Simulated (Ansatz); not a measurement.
# What a change does: single-point calculation on WS₂

System: WS₂ (12 atoms in the cell).
Method of run 1: DFT, LDA, plane waves, PAW, no spin polarisation (Ansatz 0.2.0).

The structure derives from an entry of the Crystallography Open Database. Text and figures count atoms from 1; the logs count them from 0 in places.

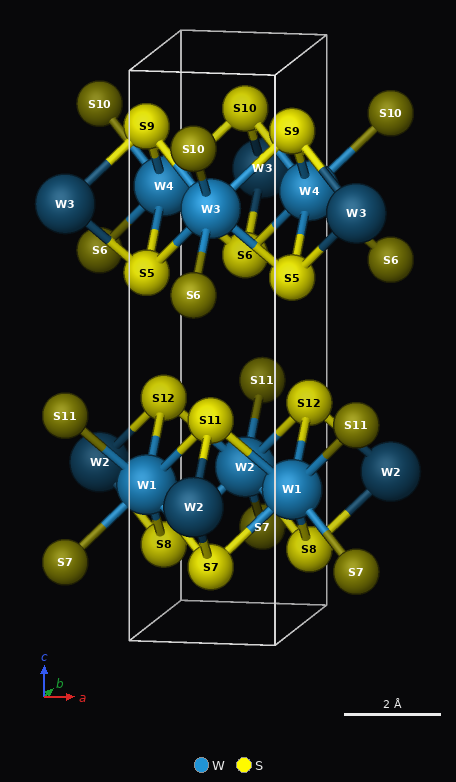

**Figure 1.** The structure as given in the input (ball-and-stick view of the cell of the calculation, seen slightly off an axis; neighbours outside the cell are drawn fainter; atoms are numbered from 1 in the order of the input). An atom can appear more than once, as a periodic image. Near neighbours in the periodic cell (some may lie outside the picture): W has 6 S at 2.39 Å; S has 3 W at 2.39 Å.

## Input, run 1
```yaml
crystal:
  lattice:
    - [3.1268885683, 0.0, 0.0]
    - [0.0, 5.4159298698, 0.0]
    - [0.0, 0.0, 12.1559714659]
  atoms:
    - { symbol: W, position: [0.0, 0.3333333333, 0.25] }
    - { symbol: W, position: [0.5, 0.8333333333, 0.25] }
    - { symbol: W, position: [0.5, 0.1666666667, 0.75] }
    - { symbol: W, position: [1.0, 0.6666666667, 0.75] }
    - { symbol: S, position: [0.0, 0.3333333333, 0.6215153207] }
    - { symbol: S, position: [0.5, 0.8333333333, 0.6215153207] }
    - { symbol: S, position: [0.5, 0.1666666667, 0.1215153207] }
    - { symbol: S, position: [1.0, 0.6666666667, 0.1215153207] }
    - { symbol: S, position: [0.0, 0.3333333333, 0.8784846793] }
    - { symbol: S, position: [0.5, 0.8333333333, 0.8784846793] }
    - { symbol: S, position: [0.5, 0.1666666667, 0.3784846793] }
    - { symbol: S, position: [1.0, 0.6666666667, 0.3784846793] }
basis:
  ecutwfc: "550 eV"
kpoints:
  mp_grid: { grid: [8, 6, 2] }
hamiltonian:
  xc: lda
scf:
  occupations: { method: gaussian, width: 0.05 }
output:
  forces: true
  eigenvalues: true
  stress: true
```

Command:
```bash
ansatz run input.yaml --threads 2 --pin off --max-ram 5120MiB --backend cpu --events-out ev --progress --plain --runs-dir out
```

Hardware: 2 threads of AMD EPYC (Zen 5), 32 GiB of memory available, shared host.

## Output, shortened to warnings, some set-up lines, iterations and results (run 1)
```
Basis set: ecut = 550 eV, 5953 PW (Γ)
Symmetry: 16 space group operations
k-points: 40 of 96
Initial density: superposition of atomic densities (neutral atoms: chi_scale 0, normalization atom), corrected by the library's trained network
[...]
SCF iter   1: F=—  HF=-47486.817815 eV  |F-HF|=—  |Δ(HF+E_count)|=         —  Δρ=9.92e-3  dr2=2.95e-1  ethr=1.77e-3  ⟨swp⟩=6.0  Hψ=10618  notcnv=0
SCF iter   2: F=—  HF=-47486.770429 eV  |F-HF|=—  |Δ(HF+E_count)|=   4.74e-2  Δρ=4.06e-3  dr2=1.54e-2  ethr=2.83e-4  ⟨swp⟩=3.0  Hψ=3851  notcnv=0  defer=198
SCF iter   3: F=—  HF=-47486.769470 eV  |F-HF|=—  |Δ(HF+E_count)|=   9.59e-4  Δρ=2.23e-3  dr2=5.21e-3  ethr=1.48e-5  ⟨swp⟩=1.9  Hψ=2852  notcnv=0  defer=198
SCF iter   4: F=—  HF=-47486.769111 eV  |F-HF|=—  |Δ(HF+E_count)|=   3.59e-4  Δρ=1.99e-4  dr2=2.02e-4  ethr=5.01e-6  ⟨swp⟩=2.6  Hψ=3695  notcnv=0  defer=158
SCF iter   5: F=—  HF=-47486.769106 eV  |F-HF|=—  |Δ(HF+E_count)|=   4.53e-6  Δρ=5.86e-5  dr2=1.01e-5  ethr=1.94e-7  ⟨swp⟩=2.0  Hψ=3361  notcnv=0  defer=158
SCF iter   6: F=—  HF=-47486.769214 eV  |F-HF|=—  |Δ(HF+E_count)|=   1.08e-4  Δρ=1.25e-5  dr2=3.60e-7  ethr=9.70e-9  ⟨swp⟩=2.0  Hψ=3588  notcnv=0  defer=158
SCF iter   7: F=-47486.769214 eV  HF=-47486.769214 eV  |F-HF|=3.27e-9  |Δ(HF+E_count)|=   8.46e-8  Δρ=1.91e-6  dr2=7.70e-9  ethr=9.62e-11  ⟨swp⟩=10.7  Hψ=11951  notcnv=0
SCF 1 converged in 7 iterations: F = -47486.769214 eV  dr2 = 7.70e-9
SCF converged after 7 iterations
Free energy (F): -47486.769214 eV
Harris-Foulkes:  -47486.769214 eV  (|F-HF|=3.27e-9)
Internal energy: -47486.769214 eV  (E = F + TS)
E sigma→0 (E₀):  -47486.769214 eV
Fermi energy:    12.485038 eV
--- Per-component energies (eV) ---
  E_band       = -716.926945
  E_kinetic    = 2680.885578
  E_local      = -6850.447701  (includes V_loc(G=0)·N_el)
  E_nonlocal   = 261.197469
  E_hartree    = 2713.617899
  E_xc         = -1839.393619
  E_vxc        = -1669.422720  (∫ρ·V_xc dr)
  E_paw        = -37789.875329  (= ΣΔE_a)
  E_vpaw       = -566.372229  (= ΣTr[D̂ρ^β])
  E_aug_tail   = -0.000093  (compensation charges beyond the density's cutoff)
  E_ewald      = -6665.111611
  E_core_change = 2.358192  (= ΣΔE_core)
  E_smearing   = -0.000000  (= −TS)
  E_closure    = 0.000000  (closes the sum)
  Σ components = -47486.769214   (vs F -47486.769214, Δ=0.00e0)
--- Forces (eV/Å), atoms counted from 1 ---
  atom   1  W      0.00000000     0.00054832     0.00000000
  atom   2  W      0.00000000     0.00054832     0.00000000
  atom   3  W     -0.00000000    -0.00054832    -0.00000000
  atom   4  W     -0.00000000    -0.00054832    -0.00000000
  atom   5  S      0.00000000     0.00028690    -0.00202591
  atom   6  S      0.00000000     0.00028690    -0.00202591
  atom   7  S     -0.00000000    -0.00028690    -0.00202591
  atom   8  S     -0.00000000    -0.00028690    -0.00202591
  atom   9  S      0.00000000     0.00028690     0.00202591
  atom  10  S      0.00000000     0.00028690     0.00202591
  atom  11  S     -0.00000000    -0.00028690     0.00202591
  atom  12  S     -0.00000000    -0.00028690     0.00202591
  max |Σ_I F_I| component: 6.07e-18 eV/Å
--- Stress (GPa, compression-positive) ---
       -0.005739      -0.000000      -0.000000
       -0.000000       0.003501      -0.000000
       -0.000000      -0.000000       0.033575
  P = ⅓ Tr σ = 0.0104 GPa (0.104 kbar)
```

The input of run 2 differs as follows (lines with − go, lines with + come):
```diff
-  ecutwfc: "550 eV"
+  ecutwfc: 420
+  write_density: true
+  write_potential: true
+  elf: true
+  volumetric_format: npy
```

What does this change do to the results?

The free energy of run 2 is 0.6 meV per atom higher, which measures how much it depends on this numerical setting. More plane waves can only lower the energy of a fixed Hamiltonian, so the higher cutoff gives the lower value. The number of SCF iterations is the same. The plane waves at Γ go from 5953 to 4025.

## Output, shortened to warnings, some set-up lines, iterations and results (run 2)
```
Basis set: ecut = 420 eV, 4025 PW (Γ)
Symmetry: 16 space group operations
k-points: 40 of 96
Initial density: superposition of atomic densities (neutral atoms: chi_scale 0, normalization atom), corrected by the library's trained network
[...]
SCF iter   1: F=—  HF=-47486.810273 eV  |F-HF|=—  |Δ(HF+E_count)|=         —  Δρ=9.90e-3  dr2=2.95e-1  ethr=1.77e-3  ⟨swp⟩=6.1  Hψ=10635  notcnv=0
SCF iter   2: F=—  HF=-47486.762701 eV  |F-HF|=—  |Δ(HF+E_count)|=   4.76e-2  Δρ=4.04e-3  dr2=1.54e-2  ethr=2.84e-4  ⟨swp⟩=2.9  Hψ=3815  notcnv=0  defer=198
SCF iter   3: F=—  HF=-47486.761731 eV  |F-HF|=—  |Δ(HF+E_count)|=   9.70e-4  Δρ=2.23e-3  dr2=5.23e-3  ethr=1.48e-5  ⟨swp⟩=1.9  Hψ=2855  notcnv=0  defer=198
SCF iter   4: F=—  HF=-47486.761373 eV  |F-HF|=—  |Δ(HF+E_count)|=   3.58e-4  Δρ=1.98e-4  dr2=1.99e-4  ethr=5.03e-6  ⟨swp⟩=2.6  Hψ=3655  notcnv=0  defer=198
SCF iter   5: F=—  HF=-47486.761363 eV  |F-HF|=—  |Δ(HF+E_count)|=   1.03e-5  Δρ=5.88e-5  dr2=1.04e-5  ethr=1.91e-7  ⟨swp⟩=2.0  Hψ=3349  notcnv=0  defer=198
SCF iter   6: F=—  HF=-47486.761531 eV  |F-HF|=—  |Δ(HF+E_count)|=   1.68e-4  Δρ=1.26e-5  dr2=3.68e-7  ethr=9.97e-9  ⟨swp⟩=2.0  Hψ=3573  notcnv=0  defer=198
SCF iter   7: F=-47486.761531 eV  HF=-47486.761531 eV  |F-HF|=3.02e-9  |Δ(HF+E_count)|=   8.13e-8  Δρ=1.91e-6  dr2=7.84e-9  ethr=9.62e-11  ⟨swp⟩=14.8  Hψ=19717  notcnv=0
SCF 1 converged in 7 iterations: F = -47486.761531 eV  dr2 = 7.84e-9
SCF converged after 7 iterations
Free energy (F): -47486.761531 eV
Harris-Foulkes:  -47486.761531 eV  (|F-HF|=3.02e-9)
Internal energy: -47486.761531 eV  (E = F + TS)
E sigma→0 (E₀):  -47486.761531 eV
Fermi energy:    12.485053 eV
--- Per-component energies (eV) ---
  E_band       = -716.915826
  E_kinetic    = 2680.802333
  E_local      = -6850.388472  (includes V_loc(G=0)·N_el)
  E_nonlocal   = 261.224141
  E_hartree    = 2713.617704
  E_xc         = -1839.370353
  E_vxc        = -1669.385661  (∫ρ·V_xc dr)
  E_paw        = -37789.893202  (= ΣΔE_a)
  E_vpaw       = -566.399953  (= ΣTr[D̂ρ^β])
  E_aug_tail   = -0.000263  (compensation charges beyond the density's cutoff)
  E_ewald      = -6665.111611
  E_core_change = 2.358192  (= ΣΔE_core)
  E_smearing   = -0.000000  (= −TS)
  E_closure    = 0.000000  (closes the sum)
  Σ components = -47486.761531   (vs F -47486.761531, Δ=0.00e0)
--- Forces (eV/Å), atoms counted from 1 ---
  atom   1  W      0.00000000     0.00054845     0.00000000
  atom   2  W      0.00000000     0.00054845     0.00000000
  atom   3  W     -0.00000000    -0.00054845    -0.00000000
  atom   4  W     -0.00000000    -0.00054845    -0.00000000
  atom   5  S      0.00000000     0.00029208    -0.00256875
  atom   6  S      0.00000000     0.00029208    -0.00256875
  atom   7  S     -0.00000000    -0.00029208    -0.00256875
  atom   8  S     -0.00000000    -0.00029208    -0.00256875
  atom   9  S      0.00000000     0.00029208     0.00256875
  atom  10  S      0.00000000     0.00029208     0.00256875
  atom  11  S     -0.00000000    -0.00029208     0.00256875
  atom  12  S     -0.00000000    -0.00029208     0.00256875
  max |Σ_I F_I| component: 3.47e-18 eV/Å
--- Stress (GPa, compression-positive) ---
       -0.000729      -0.000000      -0.000000
       -0.000000       0.008491      -0.000000
       -0.000000      -0.000000       0.038754
  P = ⅓ Tr σ = 0.0155 GPa (0.155 kbar)
```

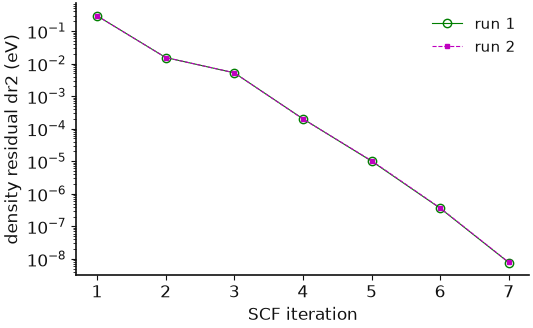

**Figure 2.** Convergence of the two runs: density residual dr2 against the SCF iteration. Run 1 takes 7 iterations in all, and run 2 takes 7.

## The two runs side by side

| quantity | run 1 | run 2 |
| --- | --- | --- |
| outcome | converged | converged |
| free energy per atom (eV) | −3957.2308 | −3957.2301 |
| gap on the mesh (eV) | 0.85 | 0.85 |
| pressure (GPa) | 0.01 | 0.02 |
| largest force (eV/Å) | 0.002 | 0.003 |
| SCF iterations | 7 | 7 |
| irreducible k-points | 40 | 40 |
| plane waves at Γ | 5953 | 4025 |
| wall time (shared host) | 6.1 s | 5.3 s |

For both runs: Spin–orbit coupling is left out, which matters for W.
